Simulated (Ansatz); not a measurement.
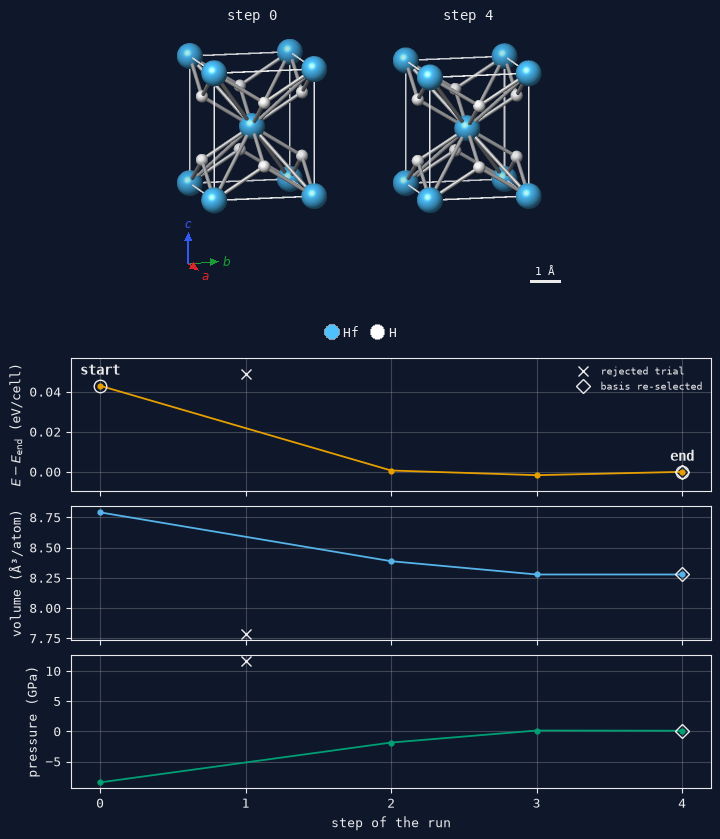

First and last geometry of a relaxation of a crystal of HfH₂ (set up in I4/mmm) (coarse preliminary run), with the history of the run. Style: ball-and-stick. Shown: the conventional cell (2 times the calculation's cell), slightly off an axis. Lengths and directions refer to the drawn axes.

These are results of Ansatz, DFT LDA, scalar-relativistic, plane waves, PAW, not measurements. (plane-wave cutoff 420 eV; k-point mesh 8 × 8 × 8; occupations gaussian; smearing width 0.1 eV; no spin polarisation; cell and atoms relaxed; force threshold 0.05 eV/Å; at most 80 steps)

Question: Read the history and describe the run.

Answer: It converged. No atom moves by more than 0.005 Å relative to the cell. The volume changes by −5.8 %, with a = b 3.478 → 3.435 Å (−1.2 %), c 4.361 → 4.211 Å (−3.5 %). Among the contacts that change: Hf–Hf 3.287 → 3.214 Å, Hf–Hf 3.478 → 3.435 Å, H–Hf 2.053 → 2.014 Å. The space group stays I4/mmm (No. 139). After 2 accepted moves (4 points after the start) the energy has fallen by 43.0 meV per cell of the calculation. All forces vanish by symmetry, so only the cell relaxes. Pressure: −8.44 GPa at the start and 0.12 GPa at the end. The line search rejected the trial step at point 1 of the run. The SCF was repeated once at an unchanged geometry on a basis and grid sized afresh for the cell, which shifted the energy by 1.7 meV per cell of the calculation at most. Cost: 9.6 s on 1 thread of Arm Neoverse V1 (shared host), peak memory 0.31 GiB.
